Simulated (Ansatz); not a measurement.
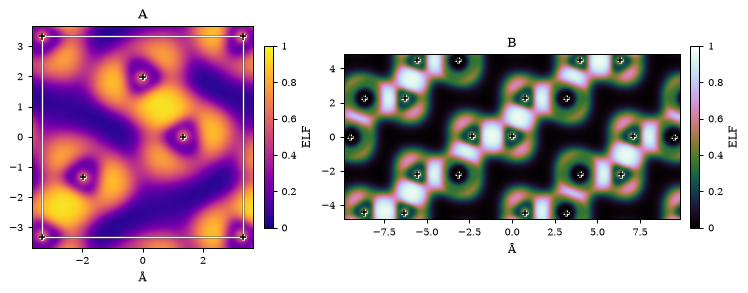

The ELF of 2 systems, each on a plane through atoms (crosses mark nuclei in the plane).

Level of theory: DFT r2SCAN, scalar-relativistic, plane waves, PAW in Ansatz 0.2.0.

System 1: Si3Ge, the (111) plane of the conventional cell. Space group Cm; a generated structure, not necessarily the stable one.

System 2: Si, the (100) plane of the conventional cell. Space group Ia-3.

```cif
data_structure
_symmetry_space_group_name_H-M 'P 1'
_symmetry_Int_Tables_number 1
_cell_length_a 6.6448
_cell_length_b 6.6448
_cell_length_c 6.6448
_cell_angle_alpha 90.000
_cell_angle_beta 90.000
_cell_angle_gamma 90.000
_cell_volume 293.39
loop_
_atom_site_label
_atom_site_type_symbol
_atom_site_fract_x
_atom_site_fract_y
_atom_site_fract_z
_atom_site_occupancy
Si1 Si 0.10092 0.10092 0.10092 1
Si2 Si 0.60092 0.60092 0.60092 1
Si3 Si 0.89908 0.39908 0.10092 1
Si4 Si 0.39908 0.89908 0.60092 1
Si5 Si 0.10092 0.89908 0.39908 1
Si6 Si 0.60092 0.39908 0.89908 1
Si7 Si 0.39908 0.10092 0.89908 1
Si8 Si 0.89908 0.60092 0.39908 1
Si9 Si 0.39908 0.39908 0.39908 1
Si10 Si 0.89908 0.89908 0.89908 1
Si11 Si 0.60092 0.10092 0.39908 1
Si12 Si 0.10092 0.60092 0.89908 1
Si13 Si 0.39908 0.60092 0.10092 1
Si14 Si 0.89908 0.10092 0.60092 1
Si15 Si 0.10092 0.39908 0.60092 1
Si16 Si 0.60092 0.89908 0.10092 1
```

### Match each panel to its system.

Panel A is system 2, Si: the plane holds Si. Si–Si (2.39 Å): the ELF peaks at about 0.95 between the atoms. Panel B is system 1, Si3Ge: the plane holds Ge and Si. Si–Si (2.36 Å): the ELF peaks at about 0.95 between the atoms, as expected for localised, covalent bonding.
